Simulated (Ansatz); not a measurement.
# Calculations on TiB

Part 1: Relaxation

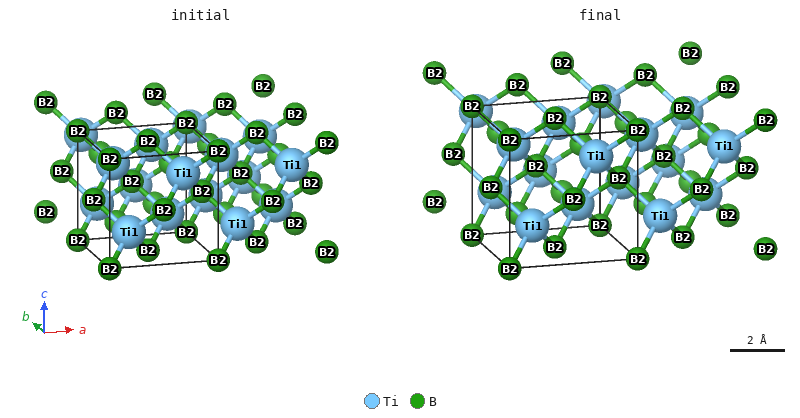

The structure of solid TiB (set up in F-43m) (coarse preliminary run) before (left) and after (right) a relaxation, at one scale.

Style: ball-and-stick. Shown: the conventional cell (4 times the calculation's cell), repeated 2 × 2 × 1 with one cell outlined, slightly off an axis. Lengths and directions refer to the drawn axes.

Theory: DFT r2SCAN, scalar-relativistic, plane waves, PAW (Ansatz 0.2.0).

Input
```yaml
crystal:
  lattice:
    - [0.0, 2.101, 2.101]
    - [2.101, 0.0, 2.101]
    - [2.101, 2.101, 0.0]
  atoms:
    - { symbol: Ti, position: [0.75, 0.75, 0.75] }
    - { symbol: B, position: [0.0, 0.0, 0.0] }
basis:
  ecutwfc: 500
kpoints:
  mp_grid: { grid: [8, 8, 8] }
hamiltonian:
  xc: r2scan
scf:
  occupations: { method: gaussian, width: 0.1 }
output:
  forces: true
  stress: true
  eigenvalues: true
relax:
  adjacent_minimum: "off"
  f_tol: 0.05
  max_steps: 80
  cell: { stress_tol: 0.5 }
```

Launched with:
```bash
ansatz run input.yaml --threads 1 --pin off --max-ram 2560MiB --backend cpu --events-out ev --progress --plain --runs-dir out
```

**Describe what moved and what it gained.**

No atom moves by more than 0.005 Å relative to the cell. The drawn cell changes as follows: a = b = c 4.202 → 4.948 Å (+17.8 %); the volume changes by +63.3 %. Some distances before and after: Ti1–Ti1 2.971 → 3.499 Å, Ti1–B2 1.820 → 2.143 Å. The space group stays F-43m (No. 216). The energy falls by 1555 meV per atom in 4 accepted moves (5 points after the start). All forces vanish by symmetry, so only the cell relaxes. Pressure: 121.06 GPa at the start and 0.36 GPa at the end. The SCF was repeated once at an unchanged geometry on a basis and grid sized afresh for the cell, which shifted the energy by 6.8 meV per atom at most.

Part 2: Relaxation

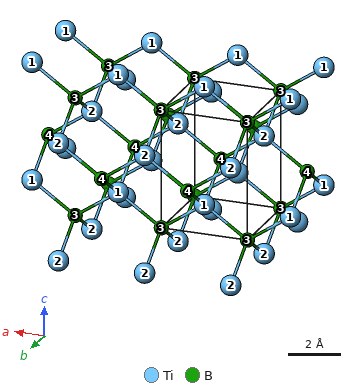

A crystal of TiB (set up in I-4m2), before the relaxation. The picture is a ball-and-stick view of the cell of the calculation, repeated 2 × 1 × 1 with one cell outlined, seen from a free direction.

Case: biaxial strain in the a-b plane of +2.0 %; c and atoms relaxed.

All numbers below come from DFT r2SCAN, scalar-relativistic, plane waves, PAW (Ansatz).

The input:
```yaml
crystal:
  lattice:
    - [2.5262551425, 2.5262551425, 0.0]
    - [-2.5262551425, 2.5262551425, 0.0]
    - [0.0, 0.0, 4.8940001584]
  atoms:
    - { symbol: Ti, position: [0.5, 0.0, 0.25] }
    - { symbol: Ti, position: [0.0, 0.5, 0.75] }
    - { symbol: B, position: [0.0, 0.0, 0.0] }
    - { symbol: B, position: [0.5, 0.5, 0.5] }
basis:
  ecutwfc: 500
kpoints:
  mp_grid: { grid: [16, 16, 10] }
hamiltonian:
  xc: r2scan
scf:
  occupations: { method: gaussian, width: 0.1 }
output:
  forces: true
  stress: true
  eigenvalues: true
relax:
  adjacent_minimum: "off"
  f_tol: 0.008
  max_steps: 40
  cell: { stress_tol: 0.015, fix: [a, b, gamma] }
```

Run as
```bash
ansatz run input.yaml --threads 1 --pin off --max-ram 2560MiB --backend cpu --events-out ev --progress --plain --runs-dir out
```

### Predict the outcome.

After 5 accepted moves (7 points after the start) the energy has fallen by 13.1 meV per atom. All forces vanish by symmetry, so only the cell relaxes. Pressure: −2.80 GPa at the start and 5.87 GPa at the end. At 2 points the geometry stayed and the basis and grid were re-selected for the new cell (energy shift of 0.3 meV per atom at most each time). The atoms keep their places relative to the cell (all moves are under 0.005 Å). The drawn cell changes as follows: a = b unchanged at 3.573 Å, c 4.894 → 4.488 Å (−8.3 %); the volume changes by −8.3 %. Some distances before and after: Ti1–B3 2.165 → 2.109 Å. Bond angles that change, for instance: B3–Ti1–B3 111.2° → 115.7°, Ti1–B3–Ti1 111.2° → 115.7°, Ti1–B3–Ti2 108.6° → 106.4°. The space group stays I-4m2 (No. 119).

The end point in the same view:

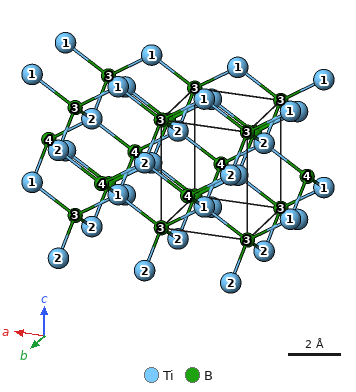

Part 3: A change

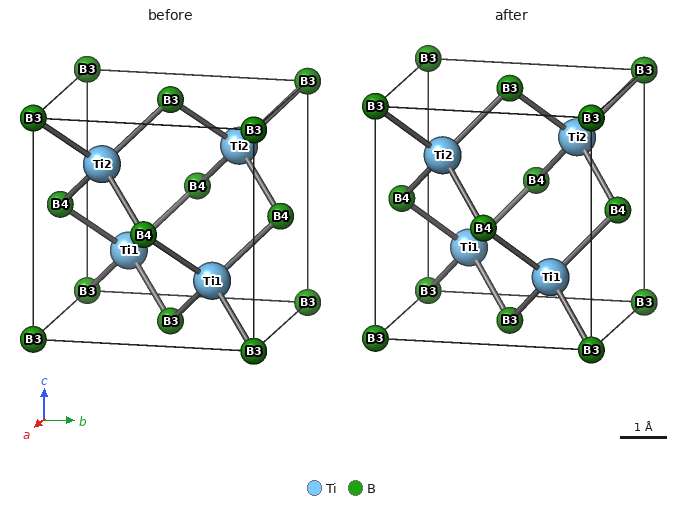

Left: a crystal of TiB (set up in F-43m). Right: the same structure after one change, at the same scale. Style: ball-and-stick. Shown: the conventional cell (2 times the calculation's cell), slightly off an axis. Lengths and directions refer to the drawn axes.

Computed with DFT r2SCAN, scalar-relativistic, plane waves, PAW in Ansatz. Settings: plane-wave cutoff 500 eV; k-point mesh 16 × 16 × 10; occupations gaussian; smearing width 0.1 eV; no spin polarisation.

Q: What was changed?

A: Biaxial strain in the a–b plane, −2.0 %, is applied. The c axis and the atoms are relaxed.

Q: And its effect?

A: The volume changes by +0.7 %, with a = b 4.953 → 4.854 Å (−2.0 %), c 4.953 → 5.195 Å (+4.9 %). The atoms keep their places relative to the cell (all moves are under 0.005 Å). Near-neighbour distances before and after: B–Ti 2.145 → 2.152 Å. The space group (tolerance 0.01 Å) goes from F-43m (No. 216) to I-4m2 (No. 119). Energy change: −3.7 meV per atom. Pressure: 0.0 GPa before, −1.0 GPa after. The principal stresses (compression positive) are 0.0 GPa along c and −1.4 GPa across it.
